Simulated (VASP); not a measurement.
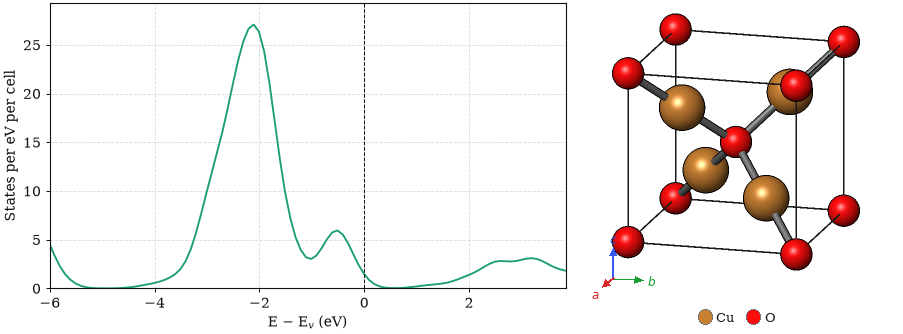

Density of states, beside the structure. Energies are counted from the top of the valence band. The DOS curve is built from the levels of the k mesh with Gaussians 0.55 eV wide, which also blur the band edges; ripples of that width can come from the mesh.

Structure: Cu2O, space group Pn-3m, 6 atoms in the cell; cubic a = 4.231 Å.

Level of theory: TB-mBJ, VASP PAW PBE potentials, release 64 (Cu, O), no spin polarisation, no spin-orbit coupling, 6×6×6 k mesh, 520 eV cutoff; code VASP 6.6.1.

Is there a gap at the Fermi level, and how wide?

There is a gap; over the k points computed it is 0.84 eV (direct to within 0.02 eV).

Where is the tallest peak of the filled states in the window?

Within the window shown, the tallest peak of the filled states lies 2.1 eV under the valence-band top, at about 27 states per eV and cell.

The PAW data sets were made with another functional. This is a model potential built to give gaps, with no total energy. The cell was derived from a database entry in an earlier step, so it needn't be the measured one.
